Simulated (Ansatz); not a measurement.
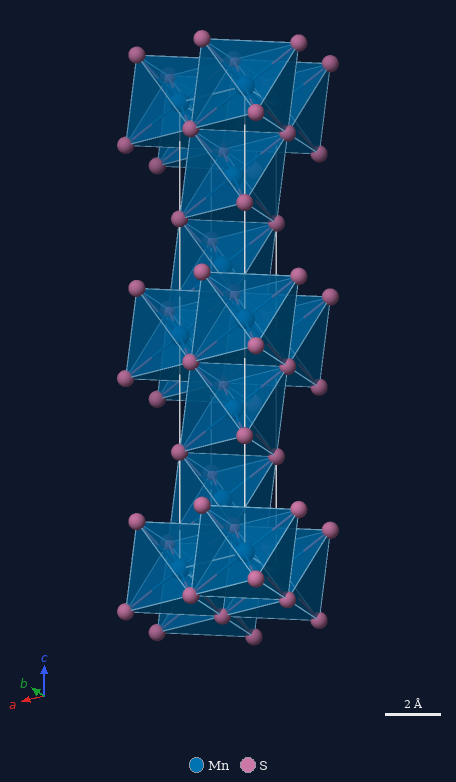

*The input geometry (polyhedral view of the reduced cell, seen at an oblique angle; polyhedra are completed across the faces of the cell).*

**Single-point calculation, with input and output: MnS (part 1 of 2)**

The run: single-point calculation of MnS (12 atoms in the cell). Method and program: DFT PBE, scalar-relativistic, plane waves, PAW, spin-polarised (Ansatz 0.2.0).

The structure derives from a Materials Project entry. It belongs to a series of runs on one base structure; here: the relaxed cell repeated 3 times. Figures and captions count atoms from 1; the log counts them from 0 in places.

Log:
```
Engine: ansatz 0.2.0, aarch64-unknown-linux-gnu
Pseudopotentials: kind: paw
Pseudopotential: Mn, paw, valence charge 15, recommended cutoff 420 eV (normal), Mn.paw.azcp
Pseudopotential: S, paw, valence charge 6, recommended cutoff 420 eV (normal), S.paw.azcp
Functional definition: PBE
  parameter kappa = 0.804
  parameter beta = 0.06672455060314922
  exchange = pbe_x(kappa = kappa, mu = beta*pi^2/3)
  correlation = pbe_c(beta = beta)
Crystal: 12 atoms, lattice volume = 202.652 Å³
Basis set: ecut = 420 eV, 3899 PW (Γ), exchange–correlation on 50×50×240 points (8 copies of the dense FFT grid, shifted against one another)
Bands: 92, of which v1, the nominal top of the filled ones, is band 63 counted from 1 (62 counted from 0)
Symmetry: 36 space group operations
Space group: R-3m (ITA 166), of the structure as read, at distance tolerance 5.9e-5 Å
Magnetic group: BNS 166.102 (UNI 1332), of the structure as read, at distance tolerance 5.9e-5 Å
k-points: 20 of 128
Non-local potential: Mn, projectors of the file, l = 0: 3, l = 1: 2, l = 2: 3, l = 3: 1
Non-local potential: S, projectors of the file, l = 0: 2, l = 1: 2, l = 2: 2
PAW form: soft (Blöchl's): semilocal exchange-correlation on the pseudo side does not see the compensation charge
PAW one-centre angular grid: Mn, 590 points (default); XC on 64 Gauss nodes
PAW one-centre angular grid: S, 110 points (default); XC on 64 Gauss nodes
Initial density: superposition of atomic densities (chi_scale 0.1, normalization cell, long waves kept (reshape's long-wave potential 0.00 eV rms))
Starting moments: Σ|m| = 26.94 μB on 6 of 12 sites
Starting magnetic order: antiferromagnet; a translation exchanges its spin sublattices: spin-degenerate at every k-point
Initial wavefunctions: pseudopotential atomic-orbital guess
Functional: x = pbe(κ = 0.804, μ = 0.2195149727645171), c = pbe(β = 0.06672455060314922)
WARN: the translation (0, 0, 0.5) carries every atom to within crystal.symmetry.tolerance of an atom of its element with the starting moment reversed, but both spin channels are solved: site 6 translated lies 1.18e-7 (fractional; 2.09e-6 Å) from site 9 (counted from 0 in this solve's list of atoms, which can differ from the deck's where the deck declares a space group, asks for a supercell or sets defects), and one channel is solved only where every such distance is under 5.68e-14 (fractional). A two-channel solve makes about twice the Hamiltonian applications of a one-channel solve. Where the deck types every atom, coordinates typed digit for digit as the partner's plus the translation, between 0 and 1 (0.2553 and 0.7553), lie under that distance; relaxed ones, or ones converted from Cartesian, may not. crystal.symmetry.spin_inversion_symmetry: false solves both channels without this notice (see the input reference for what else it changes)
SCF iter   1: F=—  HF=-28810.393274 eV  |F-HF|=—  |Δ(HF+E_count)|=         —  Δρ=4.77e-2 (↑4.77e-2 ↓4.77e-2)  dr2=1.22e1  dr2_m=8.18e-1  M=0.000 μB ∫|m|=26.421 μB  β_m=0.30  ethr=3.10e-3  ⟨swp⟩=4.5  Hψ=12086  notcnv=0  defer=80
Mixer restart at iter 1: flushing history
preconditioner: auto → Resta (q_TF=auto, 2.521 Å⁻¹)  ε∞=8.8  [insulator: Δε(μ)=0.480 eV  Ē_g=8.273 eV  σ=0.050 eV  W_gap=1.00  n_scr=68 (ndim 8)  ℏωp=23.0 eV  f_vac=0.000  D(μ)=0.00/eV (n_scr^D=0)  ε∞_Penn≈8.8]
spin=Collinear: Resta preconditioning applied to the charge; magnetization (m = ρ↑ − ρ↓) channel mixes plain (no charge-response kernel on spin).
SCF iter   2: F=—  HF=-28810.813975 eV  |F-HF|=—  |Δ(HF+E_count)|=   4.21e-1  Δρ=2.14e-2 (↑2.14e-2 ↓2.14e-2)  dr2=2.84e0  dr2_m=1.62e-1  M=0.000 μB ∫|m|=26.464 μB  β_m=0.41  ethr=3.10e-3  ⟨swp⟩=3.5  Hψ=6722  notcnv=0  defer=804
SCF iter   3: F=—  HF=-28811.732714 eV  |F-HF|=—  |Δ(HF+E_count)|=   9.19e-1  Δρ=7.00e-3 (↑7.00e-3 ↓7.00e-3)  dr2=3.51e-1  dr2_m=1.06e-2  M=0.000 μB ∫|m|=26.371 μB  β_m=0.66  ethr=2.25e-3  ⟨swp⟩=2.4  Hψ=5100  notcnv=0  defer=804
SCF iter   4: F=—  HF=-28811.858761 eV  |F-HF|=—  |Δ(HF+E_count)|=   1.26e-1  Δρ=2.90e-3 (↑2.90e-3 ↓2.89e-3)  dr2=2.88e-2  dr2_m=4.20e-3  M=0.000 μB ∫|m|=26.331 μB  β_m=0.80  ethr=2.79e-4  ⟨swp⟩=3.4  Hψ=6001  notcnv=0  defer=854
SCF iter   5: F=—  HF=-28811.867905 eV  |F-HF|=—  |Δ(HF+E_count)|=   9.14e-3  Δρ=7.04e-4 (↑6.98e-4 ↓7.04e-4)  dr2=3.05e-3  dr2_m=1.51e-5  M=0.000 μB ∫|m|=26.359 μB  β_m=0.90  ethr=2.29e-5  ⟨swp⟩=2.6  Hψ=5829  notcnv=0  defer=860
SCF iter   6: F=—  HF=-28811.869076 eV  |F-HF|=—  |Δ(HF+E_count)|=   1.17e-3  Δρ=2.37e-4 (↑1.98e-4 ↓2.37e-4)  dr2=2.27e-4  dr2_m=2.07e-5  M=0.000 μB ∫|m|=26.364 μB  β_m=0.95  ethr=2.42e-6  ⟨swp⟩=2.0  Hψ=5177  notcnv=0  defer=860
SCF iter   7: F=—  HF=-28811.869138 eV  |F-HF|=—  |Δ(HF+E_count)|=   6.20e-5  Δρ=7.73e-5 (↑5.17e-5 ↓7.73e-5)  dr2=2.45e-5  dr2_m=1.11e-6  M=0.000 μB ∫|m|=26.363 μB  β_m=0.86  ethr=1.80e-7  ⟨swp⟩=2.0  Hψ=5780  notcnv=0  defer=860
SCF iter   8: F=—  HF=-28811.869132 eV  |F-HF|=—  |Δ(HF+E_count)|=   5.69e-6  Δρ=4.80e-5 (↑4.80e-5 ↓2.62e-5)  dr2=8.38e-6  dr2_m=3.89e-7  M=0.000 μB ∫|m|=26.362 μB  β_m=0.72  ethr=1.94e-8  ⟨swp⟩=2.0  Hψ=5780  notcnv=0  defer=860
SCF iter   9: F=—  HF=-28811.869132 eV  |F-HF|=—  |Δ(HF+E_count)|=   1.15e-7  Δρ=6.80e-6 (↑6.80e-6 ↓5.72e-6)  dr2=2.11e-7  dr2_m=7.63e-9  M=0.000 μB ∫|m|=26.362 μB  β_m=0.86  ethr=6.65e-9  ⟨swp⟩=2.0  Hψ=4818  notcnv=0  defer=860
SCF iter  10: F=—  HF=-28811.869132 eV  |F-HF|=—  |Δ(HF+E_count)|=   1.24e-7  Δρ=7.82e-7 (↑7.82e-7 ↓7.48e-7)  dr2=3.00e-9  dr2_m=6.70e-11  M=0.000 μB ∫|m|=26.362 μB  β_m=0.93  ethr=1.67e-10  ⟨swp⟩=2.0  Hψ=5766  notcnv=0  defer=860
SCF iter  11: F=-28811.869132 eV  HF=-28811.869132 eV  |F-HF|=1.09e-11  |Δ(HF+E_count)|=   6.43e-9  Δρ=1.58e-7 (↑1.58e-7 ↓1.27e-7)  dr2=1.24e-10  dr2_m=7.31e-12  M=0.000 μB ∫|m|=26.362 μB  ethr=2.38e-12  ⟨swp⟩=12.0  Hψ=25251  notcnv=0
SCF 1 converged in 11 iterations: F = -28811.869132 eV  dr2 = 1.24e-10
  greatest PAW one-centre occupation: 1.003 electrons in one spin orbital (limit 2), on the Mn atom at site 5 (counted from 0), in its partial waves of l = 1
```

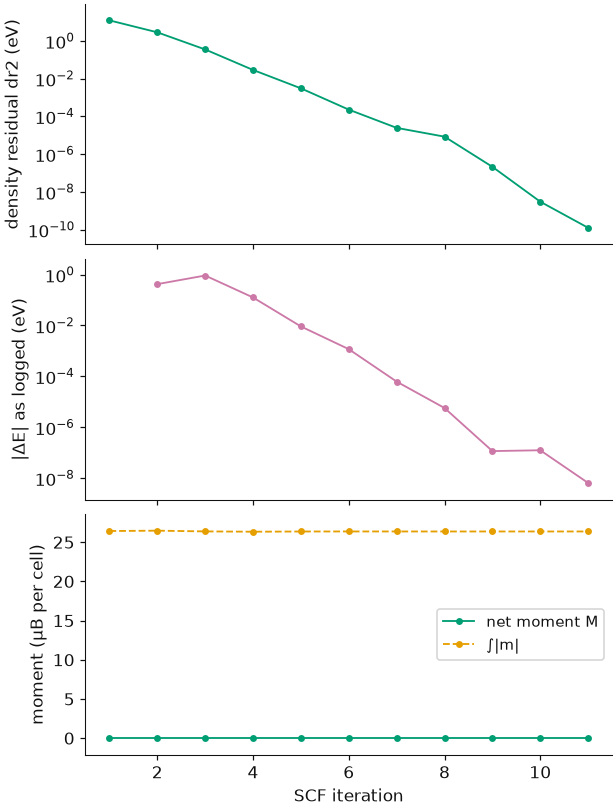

*Convergence of the self-consistent field: density residual dr2, size of the energy change and magnetic moment against the SCF iteration.*

The residual falls at every step. The net moment stays at 0.0 μB per cell.

```
SCF converged after 11 iterations
Magnetization: 0.0000 μB (63.0000 up, 63.0000 down)
Absolute magnetization: 26.3723 μB (∫|ρ↑−ρ↓|, with the PAW one-centre terms)
Spin contamination: 13.8290 ħ² per cell (⟨S²⟩ above its minimum at these occupations)
Per-site moments (μB) at R_I (Å): [(-4.0858543435866626, 1.058336306737377), (-4.085854343586663, 1.0583363067373772), (-4.085854343586663, 1.0583363067373772), (4.085853238906046, 1.0583358124046531), (4.085853238906046, 1.0583358124046531), (4.0858532389060445, 1.0583358124046534), (1.3575260438521538e-8, 1.0583358124046534), (1.3575263407623777e-8, 1.0583358124046531), (1.3575261647527702e-8, 1.0583358124046534), (1.3575256514135676e-8, 1.0583358124046531), (1.3575260628486199e-8, 1.0583358124046534), (1.3575259786517915e-8, 1.0583358124046536)]
Free energy (F): -28811.869132 eV
Harris-Foulkes:  -28811.869132 eV  (|F-HF|=1.09e-11)
Internal energy: -28811.869132 eV  (E = F + TS)
E sigma→0 (E₀):  -28811.869132 eV
Fermi energy:    11.002953 eV
--- Per-component energies (eV) ---
  E_band       = -1698.606849
  E_kinetic    = 2446.279079
  E_local      = -14478.654424  (includes V_loc(G=0)·N_el)
  E_nonlocal   = 1685.242148
  E_hartree    = 5958.248938
  E_xc         = -1251.460125
  E_vxc        = -1379.821074  (∫ρ·V_xc dr)
  E_paw        = -11445.714914  (= ΣΔE_a)
  E_vpaw       = -1888.149288  (= ΣTr[D̂ρ^β])
  E_aug_tail   = -0.000050  (compensation charges beyond the density's cutoff)
  E_ewald      = -11725.809785
  E_smearing   = -0.000000  (= −TS)
  E_closure    = -0.000000  (closes the sum)
  Σ components = -28811.869132   (vs F -28811.869132, Δ=0.00e0)
--- Forces (eV/Å), atoms counted from 1 ---
  atom   1  Mn     0.00000000     0.00000000    -0.00000000
  atom   2  Mn     0.00000000     0.00000000     0.00000000
  atom   3  Mn     0.00000000    -0.00000000     0.00000000
  atom   4  Mn     0.00000000     0.00000000     0.00000000
  atom   5  Mn     0.00000000     0.00000000     0.00000000
  atom   6  Mn     0.00000000     0.00000000     0.00000000
  atom   7  S     -0.00000000    -0.00000000    -0.00000945
  atom   8  S      0.00000000    -0.00000000    -0.00000945
  atom   9  S      0.00000000    -0.00000000    -0.00000945
  atom  10  S     -0.00000000     0.00000000     0.00000945
  atom  11  S     -0.00000000     0.00000000     0.00000945
  atom  12  S     -0.00000000     0.00000000     0.00000945
  max |Σ_I F_I| component: 5.08e-21 eV/Å
--- Stress (GPa, compression-positive) ---
        0.035029      -0.000000       0.000000
       -0.000000       0.035029       0.000000
        0.000000       0.000000       0.006419
  P = ⅓ Tr σ = 0.0255 GPa (0.255 kbar)
--- Band table (eV; the first three rows and the last of 40) ---
  k-point 0 ↑: bands = ["-70.7392", "-70.7392", "-70.7392", "-66.1879", "-66.1879", "-66.1879", "-39.4989", "-39.4989", "-39.4989", "-39.4947", "-39.4947", "-39.4947", "-39.4947", "-39.4947", "-39.4947", "-35.0389", "-35.0389", "-35.0389", "-35.0389", "-35.0389", "-35.0389", "-35.0199", "-35.0199", "-35.0199", "-3.7274", "-3.4348", "-3.4348", "-2.7212", "-2.7212", "-2.2607", "4.0088", "5.0089", "5.0089", "6.4548", "6.4548", "6.6182", "6.6182", "6.6182", "6.6182", "7.2368", "7.2368", "7.9482", "7.9482", "7.9632", "7.9632", "7.9632", "7.9632", "8.1555", "8.1944", "8.1944", "8.1944", "8.1944", "8.5557", "8.5557", "9.1728", "9.1728", "9.2651", "9.3498", "9.3498", "10.4177", "10.4177", "10.4177", "10.4177", "11.7789", "11.7789", "11.7789", "11.7789", "11.8471", "11.8471", "11.8484", "11.8484", "11.9933", "13.0494", "13.0494", "13.0494", "13.0494", "13.4668", "13.4668", "13.5483", "14.0276", "14.7587", "14.7587", "14.9410", "14.9410", "16.7018", "16.7018", "17.7454", "17.7454", "17.7454", "17.7454", "18.6521", "18.6521"]
```
